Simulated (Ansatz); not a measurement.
# Ti$_{3}$O: geometry relaxation (part 1 of 2)

- system: Ti$_{3}$O (8 atoms in the cell)
- method: DFT r2SCAN, scalar-relativistic, plane waves, PAW, no spin polarisation (Ansatz 0.2.0)

The structure derives from a Materials Project entry. It belongs to a series of runs on one base structure; here: structure listed in a database for this formula (P6_3/mcm, No. 193).

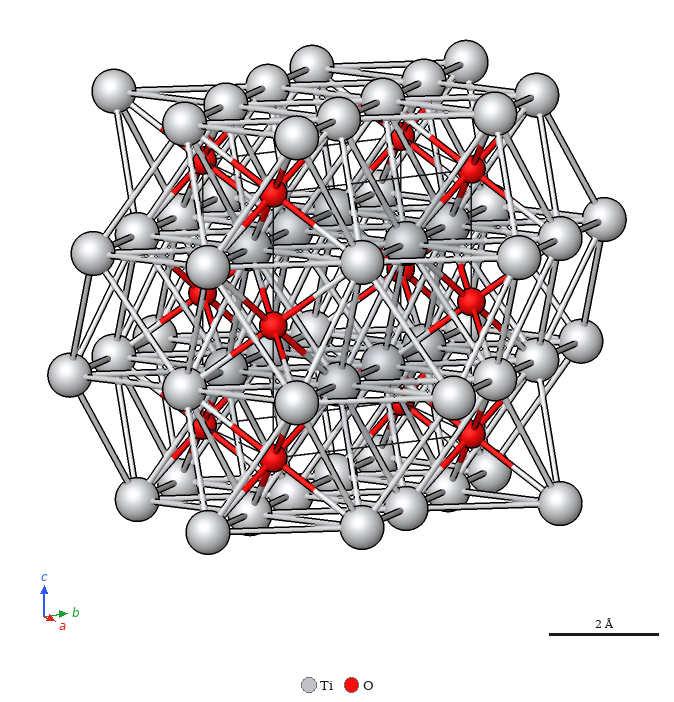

The starting structure (ball-and-stick view of the cell of the calculation, seen slightly off an axis; neighbours outside the cell are drawn fainter). Near neighbours in the crystal (not all of them lie inside the picture): Ti has 2 O at 2.09 Å and 12 Ti at 2.93 to 3.01 Å; O has 6 Ti at 2.09 Å.

Key numbers:

- outcome: converged
- space group (tolerance 0.01 Å): P6₃/mcm (193)
- electrons treated: 84
- free energy: −16169.6087 eV
- Fermi energy: 14.316 eV
- gap on the k-point mesh: none (metallic)
- pressure: −0.01 GPa
- final volume: 110.57 Å³
- largest force (length of the vector) at the end: 0.001 eV/Å
- final cell: a = 5.128 Å, b = 5.128 Å, c = 4.854 Å, α = 90.00°, β = 90.00°, γ = 120.00°
- hardware: 1 thread of Intel Xeon (Granite Rapids), 192 GiB of memory available, shared host
- wall time: 3 min
- peak memory: 0.97 GiB

Input file:
```yaml
crystal:
  lattice:
    - [5.1268456201, 0.0, 0.0]
    - [-2.5634228101, 4.4399785483, 0.0]
    - [0.0, 0.0, 4.911188]
  atoms:
    - { symbol: Ti, position: [0.0, 0.670293, 0.75] }
    - { symbol: Ti, position: [0.0, 0.329707, 0.25] }
    - { symbol: Ti, position: [0.670293, 0.0, 0.75] }
    - { symbol: Ti, position: [0.670293, 0.670293, 0.25] }
    - { symbol: Ti, position: [0.329707, 0.329707, 0.75] }
    - { symbol: Ti, position: [0.329707, 0.0, 0.25] }
    - { symbol: O, position: [0.0, 0.0, 0.5] }
    - { symbol: O, position: [0.0, 0.0, 0.0] }
basis:
  ecutwfc: 500
kpoints:
  mp_grid: { grid: [12, 12, 8] }
hamiltonian:
  xc: r2scan
scf:
  occupations: { method: gaussian, width: 0.1 }
output:
  forces: true
  stress: true
  eigenvalues: true
relax:
  adjacent_minimum: "off"
  f_tol: 0.01
  max_steps: 80
  cell: { stress_tol: 0.05 }
```

Launch command:
```bash
ansatz run input.yaml --threads 1 --pin off --max-ram 2560MiB --backend cpu --events-out ev --progress --plain --runs-dir out
```

What the program printed:
```
Engine: ansatz 0.2.0, x86_64-unknown-linux-gnu
Pseudopotentials: kind: paw
Pseudopotential: Ti, paw, valence charge 12, recommended cutoff 500 eV (meta_gga), Ti.paw.azcp
Pseudopotential: O, paw, valence charge 6, recommended cutoff 500 eV (meta_gga), O.paw.azcp
Functional definition: r2SCAN
  parameter k0 = 0.174
  parameter k1 = 0.065
  parameter a1 = 4.9479
  exchange = r2scan_x(k0 = k0, k1 = k1, a1 = a1)
  correlation = r2scan_c
Crystal: 8 atoms, lattice volume = 111.794 Å³
Basis set: ecut = 500 eV, 2861 PW (Γ), exchange–correlation on 160×160×144 points (64 copies of the dense FFT grid, shifted against one another)
Bands: 51, of which v1, the nominal top of the filled ones, is band 42 counted from 1 (41 counted from 0)
Symmetry: 24 space group operations
Space group: P63/mcm (ITA 193), of the structure as read, at distance tolerance 4.8e-5 Å
k-points: 95 of 1152
Non-local potential: Ti, projectors of the file, l = 0: 3, l = 1: 2, l = 2: 3, l = 3: 1
Non-local potential: O, projectors of the file, l = 0: 2, l = 1: 2, l = 2: 1
PAW form: soft (Blöchl's): semilocal exchange-correlation on the pseudo side does not see the compensation charge
PAW frozen core: Ti, regenerated for the run's functional (the file was generated under x = pbe(κ = 0.804, μ = 0.2195149727645171), c = pbe(β = 0.06672455060314922))
PAW frozen core: O, regenerated for the run's functional (the file was generated under x = pbe(κ = 0.804, μ = 0.2195149727645171), c = pbe(β = 0.06672455060314922))
PAW one-centre angular grid: Ti, 590 points (default); XC on 160 Gauss nodes
PAW one-centre angular grid: O, 302 points (default); XC on 160 Gauss nodes
Initial density: superposition of atomic densities (neutral atoms: chi_scale 0, normalization atom), corrected by the library's trained network
Initial wavefunctions: pseudopotential atomic-orbital guess
Functional: x = r2scan, c = r2scan; τ floored in thin density (d = 2e-4 eV/Å³)
SCF iter   1: F=—  HF=-16169.393503 eV  |F-HF|=—  |Δ(HF+E_count)|=         —  Δρ=2.13e-2  dr2=5.05e-1  dr2_τ=2.81e-1  ethr=1.77e-3  ⟨swp⟩=6.2  Hψ=18959  notcnv=0
preconditioner: auto → Kerker (q_TF=auto, 2.601 Å⁻¹)  [metal: Δε(μ)=0.003 eV  Ē_g=5.067 eV  σ=0.100 eV  W_gap=0.02  n_scr=28 (ndim 8)  ℏωp=19.9 eV  f_vac=0.000  D(μ)=5.17/eV (n_scr^D=46)]
SCF iter   2: F=—  HF=-16169.585933 eV  |F-HF|=—  |Δ(HF+E_count)|=   1.92e-1  Δρ=7.53e-3  dr2=5.16e-2  dr2_τ=7.74e-3  ethr=6.01e-4  ⟨swp⟩=2.3  Hψ=8061  notcnv=0  defer=153
SCF iter   3: F=—  HF=-16169.586478 eV  |F-HF|=—  |Δ(HF+E_count)|=   5.46e-4  Δρ=3.62e-3  dr2=7.92e-3  dr2_τ=7.84e-4  ethr=6.14e-5  ⟨swp⟩=2.0  Hψ=6233  notcnv=0  defer=153
SCF iter   4: F=—  HF=-16169.589451 eV  |F-HF|=—  |Δ(HF+E_count)|=   2.97e-3  Δρ=7.62e-4  dr2=7.66e-4  dr2_τ=2.88e-5  ethr=9.43e-6  ⟨swp⟩=2.0  Hψ=6412  notcnv=0  defer=153
SCF iter   5: F=—  HF=-16169.589556 eV  |F-HF|=—  |Δ(HF+E_count)|=   1.05e-4  Δρ=4.22e-4  dr2=1.79e-4  dr2_τ=1.75e-5  ethr=9.12e-7  ⟨swp⟩=2.0  Hψ=6435  notcnv=0  defer=153
SCF iter   6: F=—  HF=-16169.589528 eV  |F-HF|=—  |Δ(HF+E_count)|=   2.77e-5  Δρ=1.20e-4  dr2=1.55e-5  dr2_τ=5.25e-7  ethr=2.14e-7  ⟨swp⟩=2.0  Hψ=5522  notcnv=0  defer=153
SCF iter   7: F=—  HF=-16169.589529 eV  |F-HF|=—  |Δ(HF+E_count)|=   1.32e-6  Δρ=2.04e-5  dr2=4.91e-7  dr2_τ=1.59e-8  ethr=1.84e-8  ⟨swp⟩=2.0  Hψ=6433  notcnv=0  defer=153
SCF iter   8: F=-16169.589529 eV  HF=-16169.589529 eV  |F-HF|=4.74e-8  |Δ(HF+E_count)|=   7.15e-8  Δρ=6.95e-6  dr2=7.46e-8  dr2_τ=2.12e-9  ethr=1.19e-10  ⟨swp⟩=11.6  Hψ=18916  notcnv=0
SCF 1 converged in 8 iterations: F = -16169.589529 eV  dr2 = 7.46e-8
  greatest PAW one-centre occupation: 1.002 electrons in one spin orbital (limit 2), on the Ti atom at site 4 (counted from 0), in its partial waves of l = 1
relax step   1: F+E_penalty+E_count = -16169.58952941 eV  Δ(F+E_penalty+E_count) = +0.000e0 eV  max|allowed force component| = 2.376e-1 eV/Å  Δτ_max = 0.0000 Å  P = -2.323 GPa  Ω = 111.794 Å³  (8 SCF iters, dr2 threshold 1.00e-7 eV, accepted)
Crystal: 8 atoms, lattice volume = 110.405 Å³
Basis set: ecut = 500 eV, 2801 PW (Γ), exchange–correlation on 160×160×144 points (64 copies of the dense FFT grid, shifted against one another)
Initial density: handed on by an earlier stage of this run
Initial wavefunctions: those handed on with the density
iter 1 solved again at ethr=4.54e-6 eV; its pass at ethr=3.10e-3 eV (dr2=3.81e-3 eV) is discarded
SCF iter   1: F=—  HF=-16169.584942 eV  |F-HF|=—  |Δ(HF+E_count)|=         —  Δρ=1.99e-3  dr2=3.91e-3  dr2_τ=1.86e-2  ethr=4.54e-6  ⟨swp⟩=2.0  Hψ=25733  notcnv=0
preconditioner: auto → Kerker (q_TF=auto, 2.607 Å⁻¹)  [metal: Δε(μ)=0.033 eV  Ē_g=4.895 eV  σ=0.100 eV  W_gap=0.19  n_scr=28 (ndim 8)  ℏωp=20.0 eV  f_vac=0.000  D(μ)=4.77/eV (n_scr^D=40)]
SCF iter   2: F=—  HF=-16169.607368 eV  |F-HF|=—  |Δ(HF+E_count)|=   2.24e-2  Δρ=1.01e-3  dr2=9.02e-4  dr2_τ=5.39e-5  ethr=4.54e-6  ⟨swp⟩=2.0  Hψ=8767  notcnv=0
SCF iter   3: F=—  HF=-16169.607510 eV  |F-HF|=—  |Δ(HF+E_count)|=   1.42e-4  Δρ=4.67e-4  dr2=2.95e-4  dr2_τ=2.15e-5  ethr=1.07e-6  ⟨swp⟩=2.0  Hψ=6367  notcnv=0
SCF iter   4: F=—  HF=-16169.607509 eV  |F-HF|=—  |Δ(HF+E_count)|=   7.37e-7  Δρ=1.90e-4  dr2=4.51e-5  dr2_τ=3.77e-6  ethr=3.52e-7  ⟨swp⟩=2.0  Hψ=5673  notcnv=0
SCF iter   5: F=—  HF=-16169.607511 eV  |F-HF|=—  |Δ(HF+E_count)|=   2.45e-6  Δρ=6.73e-5  dr2=4.51e-6  dr2_τ=2.96e-7  ethr=5.37e-8  ⟨swp⟩=2.0  Hψ=6588  notcnv=0
SCF iter   6: F=-16169.607512 eV  HF=-16169.607512 eV  |F-HF|=7.82e-9  |Δ(HF+E_count)|=   1.21e-6  Δρ=2.32e-5  dr2=4.91e-7  dr2_τ=3.51e-8  ethr=9.52e-10  ⟨swp⟩=4.8  Hψ=18072  notcnv=0
SCF 2 converged in 6 iterations: F = -16169.607512 eV  dr2 = 4.91e-7
relax step   2: F+E_penalty+E_count = -16169.60751249 eV  Δ(F+E_penalty+E_count) = -1.798e-2 eV  max|allowed force component| = 1.392e-1 eV/Å  Δτ_max = 0.0023 Å  P = -0.059 GPa  Ω = 110.405 Å³  energy of the carried Pulay correction = +9.759e-4 eV  (6 SCF iters, dr2 threshold 8.00e-7 eV, accepted)
Crystal: 8 atoms, lattice volume = 110.939 Å³
iter 1 solved again at ethr=7.46e-6 eV; its pass at ethr=3.10e-3 eV (dr2=6.27e-3 eV) is discarded
SCF iter   1: F=—  HF=-16169.588567 eV  |F-HF|=—  |Δ(HF+E_count)|=         —  Δρ=1.89e-3  dr2=5.44e-3  dr2_τ=3.74e-2  ethr=7.46e-6  ⟨swp⟩=1.7  Hψ=19864  notcnv=0
preconditioner: auto → Kerker (q_TF=auto, 2.605 Å⁻¹)  [metal: Δε(μ)=0.041 eV  Ē_g=4.926 eV  σ=0.100 eV  W_gap=0.23  n_scr=28 (ndim 8)  ℏωp=19.9 eV  f_vac=0.000  D(μ)=4.55/eV (n_scr^D=28)]
SCF iter   2: F=—  HF=-16169.607648 eV  |F-HF|=—  |Δ(HF+E_count)|=   1.91e-2  Δρ=8.18e-4  dr2=1.41e-3  dr2_τ=4.78e-5  ethr=6.47e-6  ⟨swp⟩=2.0  Hψ=8277  notcnv=0
SCF iter   3: F=—  HF=-16169.607445 eV  |F-HF|=—  |Δ(HF+E_count)|=   2.02e-4  Δρ=3.40e-4  dr2=3.60e-4  dr2_τ=6.65e-6  ethr=1.68e-6  ⟨swp⟩=2.2  Hψ=5722  notcnv=0
SCF iter   4: F=—  HF=-16169.607356 eV  |F-HF|=—  |Δ(HF+E_count)|=   9.00e-5  Δρ=1.19e-4  dr2=2.00e-5  dr2_τ=1.53e-6  ethr=4.28e-7  ⟨swp⟩=2.0  Hψ=6196  notcnv=0
SCF iter   5: F=—  HF=-16169.607356 eV  |F-HF|=—  |Δ(HF+E_count)|=   3.24e-7  Δρ=6.11e-5  dr2=2.27e-6  dr2_τ=3.44e-7  ethr=2.38e-8  ⟨swp⟩=2.0  Hψ=6580  notcnv=0
SCF iter   6: F=-16169.607356 eV  HF=-16169.607356 eV  |F-HF|=4.33e-8  |Δ(HF+E_count)|=   2.65e-7  Δρ=1.12e-5  dr2=7.45e-8  dr2_τ=1.64e-8  ethr=9.52e-10  ⟨swp⟩=7.7  Hψ=19206  notcnv=0
SCF 3 converged in 6 iterations: F = -16169.607356 eV  dr2 = 7.45e-8
  greatest PAW one-centre occupation: 1.002 electrons in one spin orbital (limit 2), on the Ti atom at site 1 (counted from 0), in its partial waves of l = 1
relax step   3: F+E_penalty+E_count = -16169.60735617 eV  Δ(F+E_penalty+E_count) = +1.563e-4 eV  max|allowed force component| = 1.080e-1 eV/Å  Δτ_max = 0.0099 Å  P = -0.250 GPa  Ω = 110.939 Å³  energy of the carried Pulay correction = +5.993e-4 eV  (6 SCF iters, dr2 threshold 8.00e-7 eV, accepted)
Crystal: 8 atoms, lattice volume = 110.600 Å³
iter 1 solved again at ethr=2.17e-6 eV; its pass at ethr=3.10e-3 eV (dr2=1.83e-3 eV) is discarded
SCF iter   1: F=—  HF=-16169.604079 eV  |F-HF|=—  |Δ(HF+E_count)|=         —  Δρ=1.05e-3  dr2=1.63e-3  dr2_τ=9.47e-3  ethr=2.17e-6  ⟨swp⟩=3.0  Hψ=23570  notcnv=0
preconditioner: auto → Kerker (q_TF=auto, 2.606 Å⁻¹)  [metal: Δε(μ)=0.041 eV  Ē_g=4.898 eV  σ=0.100 eV  W_gap=0.23  n_scr=28 (ndim 8)  ℏωp=20.0 eV  f_vac=0.000  D(μ)=4.60/eV (n_scr^D=28)]
SCF iter   2: F=—  HF=-16169.609641 eV  |F-HF|=—  |Δ(HF+E_count)|=   5.56e-3  Δρ=4.55e-4  dr2=4.04e-4  dr2_τ=1.60e-5  ethr=1.94e-6  ⟨swp⟩=2.0  Hψ=8269  notcnv=0
SCF iter   3: F=—  HF=-16169.609593 eV  |F-HF|=—  |Δ(HF+E_count)|=   4.80e-5  Δρ=1.96e-4  dr2=1.13e-4  dr2_τ=2.57e-6  ethr=4.81e-7  ⟨swp⟩=2.0  Hψ=5288  notcnv=0
SCF iter   4: F=—  HF=-16169.609567 eV  |F-HF|=—  |Δ(HF+E_count)|=   2.61e-5  Δρ=6.52e-5  dr2=5.57e-6  dr2_τ=3.91e-7  ethr=1.35e-7  ⟨swp⟩=2.0  Hψ=6245  notcnv=0
SCF iter   5: F=-16169.609568 eV  HF=-16169.609568 eV  |F-HF|=1.15e-7  |Δ(HF+E_count)|=   1.52e-7  Δρ=1.89e-5  dr2=1.76e-7  dr2_τ=3.23e-8  ethr=8.68e-10  ⟨swp⟩=5.1  Hψ=20717  notcnv=0
SCF 4 converged in 5 iterations: F = -16169.609568 eV  dr2 = 1.76e-7
relax step   4: F+E_penalty+E_count = -16169.60956766 eV  Δ(F+E_penalty+E_count) = -2.211e-3 eV  max|allowed force component| = 3.041e-3 eV/Å  Δτ_max = 0.0049 Å  P = -0.057 GPa  Ω = 110.600 Å³  energy of the carried Pulay correction = +8.384e-4 eV  (5 SCF iters, dr2 threshold 7.29e-7 eV, accepted)
Crystal: 8 atoms, lattice volume = 110.566 Å³
iter 1 solved again at ethr=4.13e-9 eV; its pass at ethr=3.10e-3 eV (dr2=3.47e-6 eV) is discarded
SCF iter   1: F=—  HF=-16169.609591 eV  |F-HF|=—  |Δ(HF+E_count)|=         —  Δρ=4.40e-5  dr2=3.29e-6  dr2_τ=9.39e-6  ethr=4.13e-9  ⟨swp⟩=2.4  Hψ=22730  notcnv=0
preconditioner: auto → Kerker (q_TF=auto, 2.606 Å⁻¹)  [metal: Δε(μ)=0.039 eV  Ē_g=4.907 eV  σ=0.100 eV  W_gap=0.22  n_scr=28 (ndim 8)  ℏωp=20.0 eV  f_vac=0.000  D(μ)=4.63/eV (n_scr^D=28)]
SCF iter   2: F=—  HF=-16169.609602 eV  |F-HF|=—  |Δ(HF+E_count)|=   1.16e-5  Δρ=2.29e-5  dr2=7.78e-7  dr2_τ=5.65e-8  ethr=3.91e-9  ⟨swp⟩=2.0  Hψ=8341  notcnv=0
SCF iter   3: F=—  HF=-16169.609602 eV  |F-HF|=—  |Δ(HF+E_count)|=   9.36e-9  Δρ=1.15e-5  dr2=3.21e-7  dr2_τ=2.04e-8  ethr=9.26e-10  ⟨swp⟩=2.0  Hψ=5617  notcnv=0
SCF iter   4: F=—  HF=-16169.609602 eV  |F-HF|=—  |Δ(HF+E_count)|=   3.46e-8  Δρ=3.97e-6  dr2=4.27e-8  dr2_τ=1.26e-9  ethr=3.82e-10  ⟨swp⟩=2.0  Hψ=6304  notcnv=0
SCF iter   5: F=-16169.609602 eV  HF=-16169.609602 eV  |F-HF|=5.46e-11  |Δ(HF+E_count)|=   6.75e-9  Δρ=1.08e-6  dr2=7.71e-10  dr2_τ=1.57e-10  ethr=1.70e-11  ⟨swp⟩=4.0  Hψ=14837  notcnv=0
SCF 5 converged in 5 iterations: F = -16169.609602 eV  dr2 = 7.71e-10
relax step   5: F+E_penalty+E_count = -16169.60960239 eV  Δ(F+E_penalty+E_count) = -3.473e-5 eV  max|allowed force component| = 1.231e-3 eV/Å  Δτ_max = 0.0000 Å  P = -0.008 GPa  Ω = 110.566 Å³  energy of the carried Pulay correction = +8.625e-4 eV  (5 SCF iters, dr2 threshold 1.43e-8 eV, accepted)
Initial wavefunctions: pseudopotential atomic-orbital guess (no wavefunctions were taken with the density)
iter 1 solved again at ethr=1.00e-6 eV; its pass at ethr=3.10e-3 eV (dr2=8.43e-4 eV) is discarded
SCF iter   1: F=—  HF=-16169.608737 eV  |F-HF|=—  |Δ(HF+E_count)|=         —  Δρ=4.35e-5  dr2=2.13e-7  dr2_τ=2.10e-6  ethr=1.00e-6  ⟨swp⟩=3.1  Hψ=29324  notcnv=0
eigensolver tolerance schedule: the retry pair's looser diagonalisation over-reported the residual by 3957.46 of it (diagonalisation noise at an unbounded share of the residual, at the tolerance the schedule requests for it); recorded, not acted on — ethr = c·dr2/N_el stays at c = 1.0e-1
SCF iter   2: F=—  HF=-16169.608735 eV  |F-HF|=—  |Δ(HF+E_count)|=   1.13e-6  Δρ=2.30e-5  dr2=7.11e-8  dr2_τ=1.01e-7  ethr=2.53e-10  ⟨swp⟩=2.8  Hψ=8629  notcnv=0
SCF iter   3: F=—  HF=-16169.608736 eV  |F-HF|=—  |Δ(HF+E_count)|=   1.43e-7  Δρ=2.53e-6  dr2=1.65e-9  dr2_τ=1.55e-9  ethr=8.47e-11  ⟨swp⟩=2.3  Hψ=8197  notcnv=0
SCF iter   4: F=—  HF=-16169.608736 eV  |F-HF|=—  |Δ(HF+E_count)|=   2.53e-9  Δρ=4.89e-7  dr2=2.37e-10  dr2_τ=2.91e-11  ethr=1.96e-12  ⟨swp⟩=2.0  Hψ=8885  notcnv=0
SCF iter   5: F=-16169.608736 eV  HF=-16169.608736 eV  |F-HF|=7.28e-12  |Δ(HF+E_count)|=  1.56e-10  Δρ=1.99e-7  dr2=3.31e-11  dr2_τ=5.65e-12  ethr=1.00e-12  ⟨swp⟩=6.9  Hψ=16440  notcnv=0
SCF 6 converged in 5 iterations: F = -16169.608736 eV  dr2 = 3.31e-11
relax step   6: F+E_penalty+E_count = -16169.60873552 eV  Δ(F+E_penalty+E_count) = +8.669e-4 eV  max|allowed force component| = 1.264e-3 eV/Å  Δτ_max = 0.0000 Å  P = -0.011 GPa  Ω = 110.566 Å³  stress off target by 1.43e-2 GPa  SCF on the basis re-selected at this cell (its energy is not comparable with the rows above)  (5 SCF iters)
```
